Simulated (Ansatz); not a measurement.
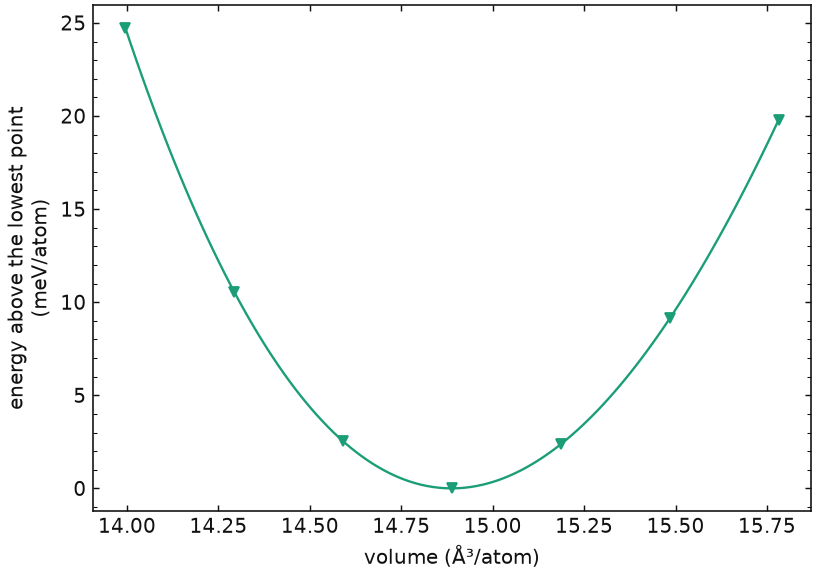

The plot gives the computed energy above the lowest point against volume for Co, space group Fd-3m (No. 227) (one of a set of cubic test structures, which need not be the stable phase).

Method: equation of state of a cubic crystal from periodic Kohn-Sham density functional theory without spin, third-order Birch-Murnaghan fit to the free energies; pressure corrected for the finite basis (Ansatz 0.2.0 development build). Level: PBE.

structure type diamond; atoms in cell 2; space group number 227; lattice centring face-centred primitive; k mesh 19×19×19; occupation method Fermi–Dirac; occupation width 0.06123 eV; wave cutoff 700 eV; datasets hard PAW; density tolerance 1e−09 eV; bands 21; density cutoff ratio 4; search for lower states default.

From this curve and the settings, what does the calculation give for the pressure at the same points?

The pressure falls from 9.4 GPa at volume 14.00 Å³/atom to −6.7 GPa at 15.78 Å³/atom, and changes sign near 14.89 Å³/atom.

```json
{"volume (Å³/atom)": "14.00", "pressure (GPa)": "9.4"}
{"volume (Å³/atom)": "14.29", "pressure (GPa)": "5.9"}
{"volume (Å³/atom)": "14.59", "pressure (GPa)": "2.8"}
{"volume (Å³/atom)": "14.89", "pressure (GPa)": "0.0"}
{"volume (Å³/atom)": "15.19", "pressure (GPa)": "-2.5"}
{"volume (Å³/atom)": "15.48", "pressure (GPa)": "-4.7"}
{"volume (Å³/atom)": "15.78", "pressure (GPa)": "-6.7"}
```

Caveats: cubic model structure, not the ambient form; modest k-mesh, values are not fully converged in k; no spin polarisation, a magnetic state may lie lower.
